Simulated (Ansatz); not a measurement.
# Calculations on Si64C

## 1. Relaxation

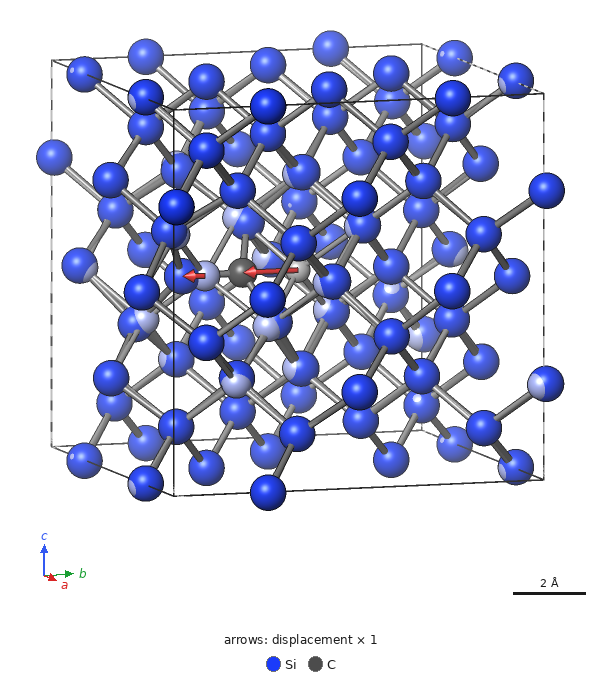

A relaxation of a defect cell of composition Si$_{64}$C (cell charge +1). The starting structure is drawn faded, the final one solid; red arrows show the displacements, at their true length.

Style: ball-and-stick. Shown: the cell of the calculation (origin shifted), slightly off an axis.

The calculation used DFT, PBEsol, PAW, plane waves in Ansatz. (plane-wave cutoff 420 eV; k-point mesh 1 × 1 × 1; mesh shifted by (0.25, 0.25, 0.25); collinear spin; atoms relaxed in a fixed cell; force threshold 0.03 eV/Å; at most 80 steps)

Question: What did the optimiser do to the structure, and how much energy did it gain?

Answer: The C atom moves most: 1.63 Å along −b. Largest moves by element: C 1.63 Å, Si 0.66 Å. The cell doesn't change. Near-neighbour distances that change, for instance: C–Si 2.337 → 3.657 Å, C–Si 2.351 → 3.648 Å, C–Si 2.735 → 1.774 Å, Si–Si 2.346 → 2.894 Å. New bonds form: C–Si (2.74 → 1.77 Å). Bond angles that change, for instance: Si–Si–C 178.9° → 123.9°, Si–C–Si 110.6° → 146.2°, Si–Si–C 70.8° → 102.9°. Over 18 geometry steps the energy falls by 2.809 eV per cell of the calculation. Largest force component: 1.1 eV/Å at the start, 0.0065 eV/Å at the end.

Limits of the set-up: the cell is charged, on a uniform background, and energies carry no finite-size correction.

## 2. Relaxation

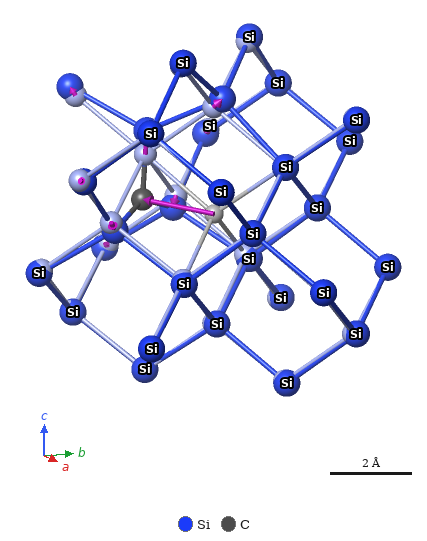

A relaxation of a defect cell of composition Si64C. The starting structure is drawn faded, the final one solid; purple arrows show the displacements, at their true length.

The picture is a ball-and-stick view of the atoms within 5.0 Å of the atom that moves most (axes of the cell of the calculation (origin shifted)), seen slightly off an axis.

All numbers below come from DFT, PBEsol, PAW, plane waves (Ansatz). Settings: plane-wave cutoff 420 eV; k-point mesh 1 × 1 × 1; mesh shifted by (0.25, 0.25, 0.25); no spin polarisation; atoms relaxed in a fixed cell; force threshold 0.03 eV/Å; at most 80 steps.

**Which element moves most?**

Carbon: up to 1.97 Å, against 0.60 Å for silicon.

**What did the optimiser do to the structure, and how much energy did it gain?**

The atom that moves furthest is the C atom (1.97 Å roughly along [−1 −1 0]). Largest moves by element: C 1.97 Å, Si 0.60 Å. The cell stays as it was. Some distances before and after: C–Si 2.351 → 4.066 Å, C–Si 2.334 → 3.268 Å, C–Si 2.735 → 1.806 Å, C–Si 2.713 → 1.806 Å. New bonds form: C–Si (2.71 → 1.81 Å), C–Si (2.74 → 1.81 Å). Bond angles that change, for instance: Si–Si–C 178.5° → 110.3°, Si–Si–C 71.8° → 118.9°, Si–Si–Si 109.5° → 130.8°. The energy falls by 3.101 eV per cell of the calculation in 21 geometry steps. Largest force component: 1.3 eV/Å at the start, 0.024 eV/Å at the end.

## 3. Defect

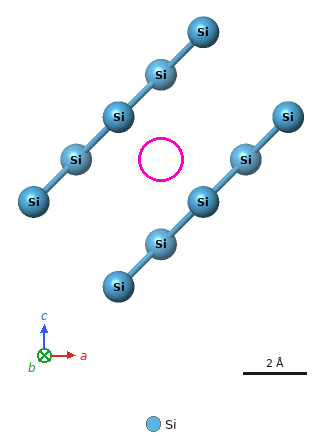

Perfect Si. The picture is a ball-and-stick view of the atoms within 5.4 Å of one point, in a slice 3.4 Å thick across the line of sight, seen along the b axis.

Level of theory: DFT, PBEsol, PAW, plane waves (Ansatz 0.2.0). (plane-wave cutoff 420 eV; k-point mesh 1 × 1 × 1; mesh shifted by (0.25, 0.25, 0.25); collinear spin) Fermi-Dirac smearing of 0.01 eV. A uniform background neutralises the charged cell. The axes drawn are those of the host's conventional cell.

An extra carbon atom is put between the host's atoms (an interstitial) at the ringed place, in charge state +1. The supercell has 64 sites, and the atoms are relaxed at the host's cell.

### How do the neighbours respond?

The C atom starts with 10 Si at 2.35 to 2.72 Å around its place and ends with 3 Si at 1.77 to 1.84 Å. Of the host's atoms, a silicon atom moves furthest from its site, by 0.72 Å. The C atom itself moves 1.66 Å from where it was put. The cell's net moment is 1.00 μB.

The relaxed defect, seen from the same direction:

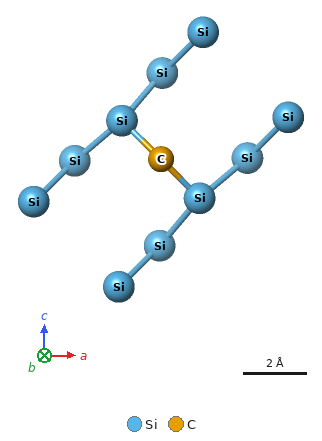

Limits of the set-up: the cell is charged, on a uniform background, and energies carry no finite-size correction.

## 4. Defect

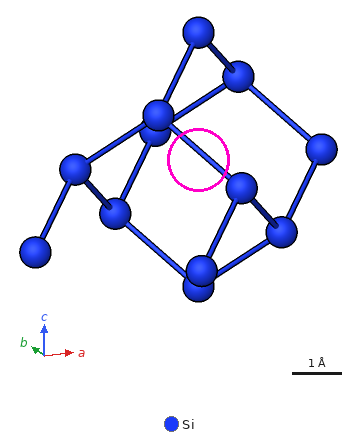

Perfect Si. The picture is a ball-and-stick view of the atoms within 3.8 Å of one point, seen slightly off an axis.

Level of theory: Ansatz, DFT, PBEsol, PAW, plane waves. Set-up: plane-wave cutoff 420 eV; k-point mesh 1 × 1 × 1; mesh shifted by (0.25, 0.25, 0.25); no spin polarisation. Fermi-Dirac smearing of 0.01 eV. The axes drawn are those of the host's conventional cell.

An extra carbon atom is put between the host's atoms (an interstitial) at the ringed place, in charge state 0. The supercell has 64 sites, and the atoms are relaxed at the host's cell.

Question: How do the neighbours respond?

Answer: The C atom starts with 10 Si at 2.35 to 2.72 Å around its place and ends with 3 Si at 1.75 to 1.81 Å. Of the host's atoms, a silicon atom moves furthest from its site, by 0.64 Å. The C atom itself moves 2.00 Å from where it was put.

The relaxed defect, seen from the same direction:

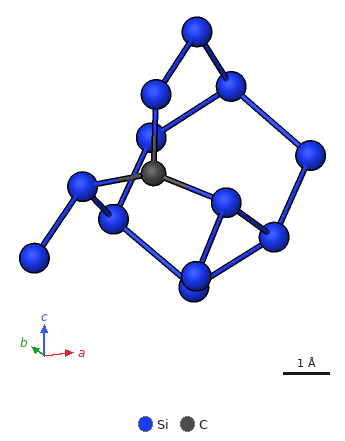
